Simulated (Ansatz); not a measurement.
Given this structure:

```xyz
4
Lattice="4.3892 0.0000 0.0000 0.0000 2.5341 0.0000 0.0000 0.0000 4.1126" Properties=species:S:1:pos:R:3 pbc="T T T"
Cu    1.5131    0.0000    2.9844
Cu    0.6815    1.2670    1.1281
Cu    3.7077    1.2670    2.9844
Cu    2.8761    0.0000    1.1281
```

Work out the structure from the coordinates.

Answer. The element is copper. The structure has C2/m (No. 12) symmetry and a base-centred monoclinic lattice. The cell holds four atoms. Neighbours within bonding distance: Cu 9. Not all metal-metal contacts are counted.

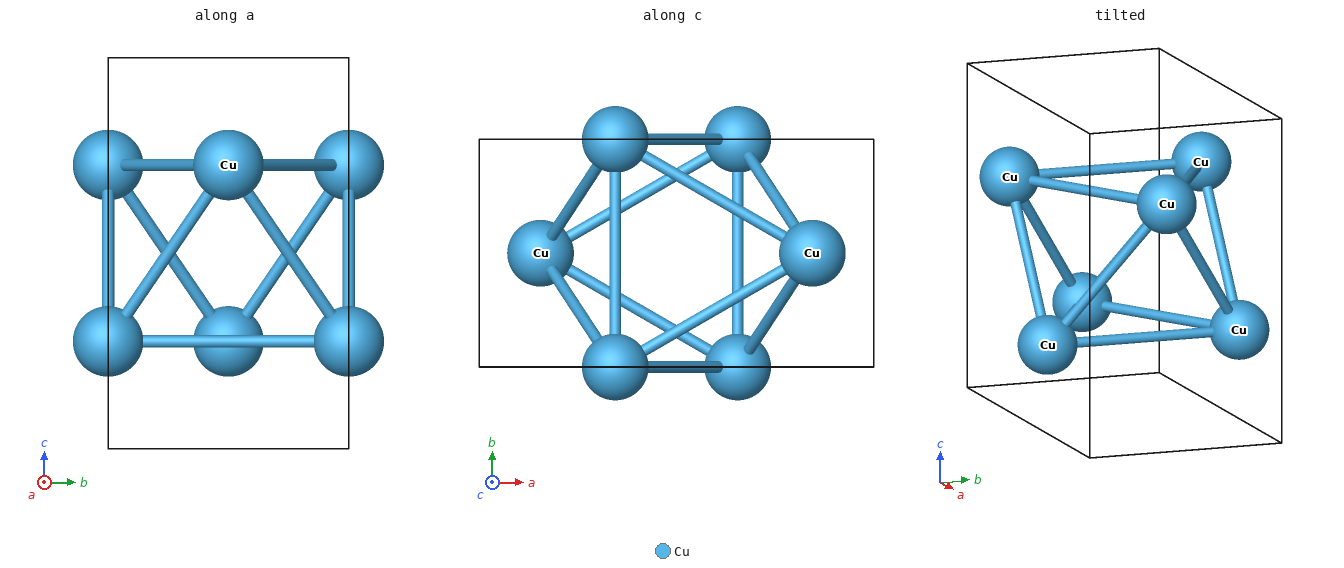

Drawn in the ball-and-stick manner and seen along the a axis, along the c axis and slightly off an axis. Atoms at the boundary of the conventional unit cell (the box) are drawn once for each face, edge or corner they touch. Colours: copper blue.

Origin of the cell: a structure listed in the Materials Project. The cell was then strained or its atoms displaced on purpose. A calculation with Ansatz used it as input.

At this level of theory the run's own cell isn't at rest (forces up to 1.7 eV/Å), so its distances can differ from those at equilibrium, the more so the softer the solid.
